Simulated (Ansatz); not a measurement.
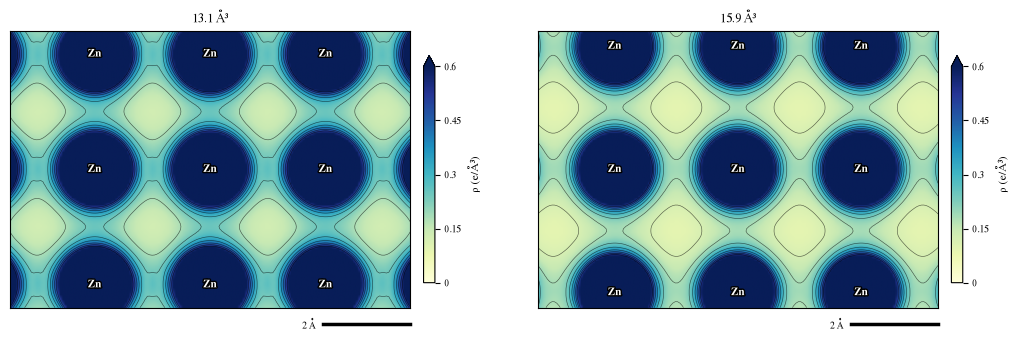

Zn. The valence charge density (pseudo) of cells scaled evenly to different volumes (given per atom above each panel), on the (101) plane of each (indices in the axes of the cell below), at one length scale and on one colour scale.

A generated structure, not necessarily the stable one.

Method: DFT, PBEsol, plane waves (420 eV) with PAW, scalar-relativistic (Ansatz).

The density is the valence pseudo-density of a PAW calculation; it isn't the true density close to the nuclei.

The largest cell:

```cif
data_structure
_symmetry_space_group_name_H-M 'P 1'
_symmetry_Int_Tables_number 1
_cell_length_a 2.8221
_cell_length_b 2.8221
_cell_length_c 2.8221
_cell_angle_alpha 60.000
_cell_angle_beta 60.000
_cell_angle_gamma 60.000
_cell_volume 15.89
loop_
_atom_site_label
_atom_site_type_symbol
_atom_site_fract_x
_atom_site_fract_y
_atom_site_fract_z
_atom_site_occupancy
Zn1 Zn 0.00000 0.00000 0.00000 1
```

| volume (Å³/atom) | Zn–Zn contact in the plane (Å) | ρ at its midpoint (e/Å³) | pressure (GPa) | 
| --- | --- | --- | --- |
| 13.05 | 2.643 | 0.267 | 8.5 | 
| 14.76 | 2.753 | ? | ? | 
| 15.89 | 2.822 | 0.189 | −7.4 | 

**What values belong in the row with question marks?**

Over the known rows ln ρ falls by 1.93 per Å of Zn–Zn distance (the line through the two), which gives 0.216 e/Å³ at 2.753 Å; the calculation gives 0.230 e/Å³. For the pressure, a straight line in volume between the neighbouring rows gives −1.1 GPa; the calculation gives −3.3, lower because pressure rises ever faster on compression.
